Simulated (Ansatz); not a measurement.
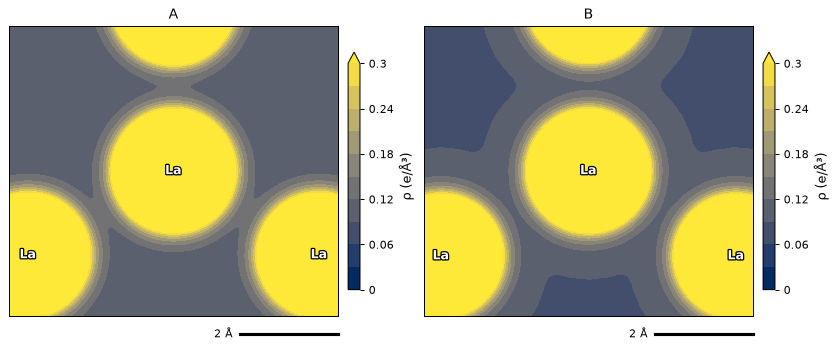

La. The valence charge density (pseudo) of two cells that differ in size, on the (001) plane of each (indices in the axes of the calculation cell), at one length scale and on one colour scale; one has 37.1 and the other 38.6 Å³ an atom.

Computed with DFT, PBE, plane waves (420 eV) with PAW, scalar-relativistic in Ansatz 0.2.0.

The density is the valence pseudo-density of a PAW calculation; it isn't the true density close to the nuclei.

The larger cell:

```
CELL_PARAMETERS angstrom
6.03197 0.00000 0.00000
-3.01598 5.22384 0.00000
0.00000 0.00000 3.67102
ATOMIC_POSITIONS crystal
La 0.00000 0.00000 0.00000
La 0.33333 0.66667 0.50000
La 0.66667 0.33333 0.50000
```

The smaller cell: a = 5.954 Å, b = 5.954 Å, c = 3.623 Å, α = 90.00°, β = 90.00°, γ = 120.00°.

Which is the denser cell? Describe the effect of the change.

Panel A is the smaller cell, by 4 % in volume. From the larger cell to the smaller, La–La goes from 3.48 to 3.44 Å, and the density at its midpoint from 0.12 to 0.12 e/Å³.
